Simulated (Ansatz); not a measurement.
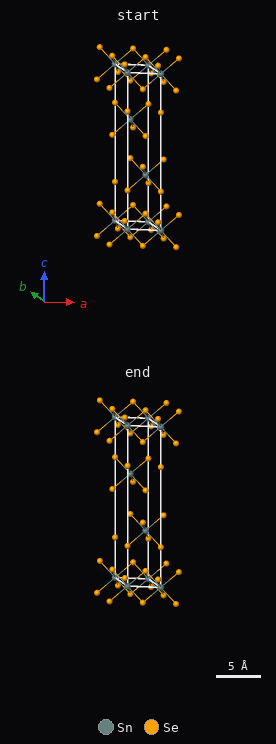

The structure of crystalline SnSe2 (built on the CdCl2 (3R octahedral) bulk type) before (top) and after (bottom) a relaxation, at one scale.

Style: ball-and-stick. Shown: the conventional cell (3 times the calculation's cell), slightly off an axis. Lengths and directions refer to the drawn axes.

Theory: DFT, r2SCAN+rVV10, plane waves, PAW (Ansatz).

The input:
```yaml
crystal:
  lattice:
    - [1.9173266257, 1.1069690435, 6.1777082578]
    - [-1.9173266257, 1.1069690435, 6.1777082578]
    - [0.0, -2.213938087, 6.1777082578]
  atoms:
    - { symbol: Sn, position: [0.0, 0.0, 0.0] }
    - { symbol: Se, position: [0.2474802654, 0.2474802654, 0.2474802654] }
    - { symbol: Se, position: [0.7525197346, 0.7525197346, 0.7525197346] }
kpoints:
  mp_grid: { grid: [8, 8, 8] }
hamiltonian:
  xc: r2scan
  dispersion: rvv10
scf:
  occupations: { method: fermi_dirac, width: 0.02 }
relax:
  f_tol: 0.005
  cell: {}
```

Launched with:
```bash
ansatz run input.yaml --threads 2 --pin off --max-ram 2211MiB --backend cpu --events-out ev --progress --plain --runs-dir out
```

Summarise the run.

Over 3 accepted moves (5 points after the start) the energy falls by 3.9 meV per atom. Largest force component: 0.27 eV/Å at the start, 0.0029 eV/Å at the end. The pressure goes from −0.65 to 0.03 GPa. The line search rejected the trial step at point 1 of the run. The SCF was repeated once at an unchanged geometry on a basis and grid sized afresh for the cell, which shifted the energy by less than 0.05 meV per atom at most. The largest moves relative to the cell, 0.058 Å, are those of Se2 and Se3. Se3 goes along −c. Sn stays in place. Cell: a = b 3.835 → 3.825 Å (−0.3 %), c 18.533 → 19.005 Å (+2.5 %). Volume +2.0 %. Among the contacts that change: Sn1–Se2 2.726 → 2.711 Å. The space group stays R-3m (No. 166).
